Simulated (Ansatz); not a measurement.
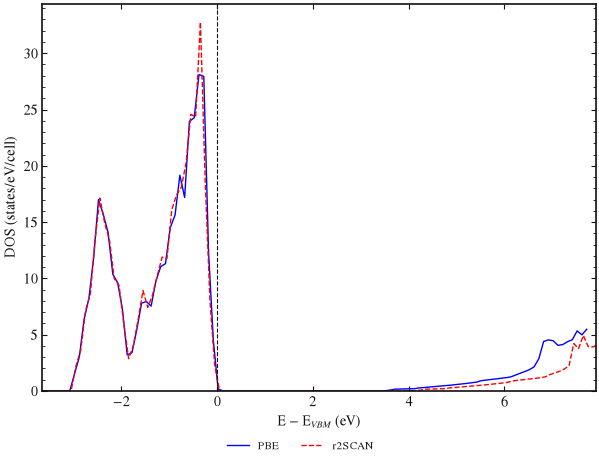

Total densities of states of MgO, space group P3m1, 12 atoms in the cell, by two methods on the same cell. Each is counted from its own valence-band top.

Question: How do the methods compare?

Answer: PBE gives a gap of 3.45 eV and r2SCAN gives a gap of 4.11 eV.

Settings. PBE: DFT PBE, scalar-relativistic, plane waves, PAW, no spin polarisation, 12×12×2 k mesh, 420 eV cutoff (Ansatz 0.2.0). r2SCAN: DFT r2SCAN, scalar-relativistic, plane waves, PAW, no spin polarisation, 12×12×2 k mesh, 500 eV cutoff, Gaussian smearing of 0.02 eV (Ansatz).
